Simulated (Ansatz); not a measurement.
System: Ge.

```xyz
16
Lattice="0.0000 0.0000 -6.6027 1.9978 -3.4603 0.0000 -12.8530 -7.4207 0.0000" Properties=species:S:1:pos:R:3 pbc="T T T"
Ge   -1.4319   -0.8267   -6.1869
Ge   -9.4232   -7.7474   -6.1869
Ge   -7.4254   -4.2871   -6.1869
Ge   -3.4297   -4.2870   -6.1869
Ge   -1.4320   -3.1336   -2.8855
Ge  -11.4210   -6.5939   -2.8855
Ge   -7.4254   -6.5940   -2.8855
Ge   -5.4276   -3.1336   -2.8855
Ge   -1.4319   -0.8267   -3.7172
Ge   -9.4232   -7.7474   -3.7172
Ge   -7.4254   -4.2871   -3.7172
Ge   -3.4297   -4.2870   -3.7172
Ge   -1.4320   -3.1336   -0.4158
Ge  -11.4210   -6.5939   -0.4158
Ge   -7.4254   -6.5940   -0.4158
Ge   -5.4276   -3.1336   -0.4158
```

Space group Pmma; a structure from a database of computed crystals, not necessarily the ambient phase; not relaxed (largest force 1.0 eV/Å).

Theory: DFT r2SCAN, scalar-relativistic, plane waves, PAW (Ansatz 0.2.0).

Q: What will maps of the valence pseudo-density and electron localisation function show?

A: Ge–Ge (2.47 Å): the density is about 0.48 e/Å³ at the midpoint; the ELF peaks at about 0.80 between the atoms.

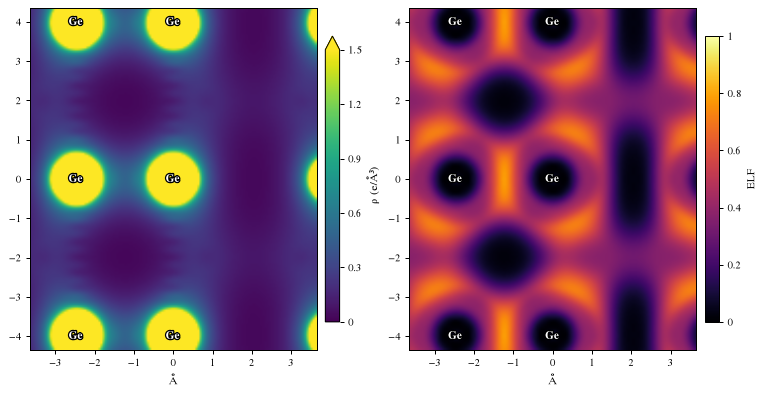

Computed valence pseudo-density and electron localisation function on the (001) plane of the conventional cell, in this order. 

The density is the valence pseudo-density of a PAW calculation; it isn't the true density close to the nuclei.
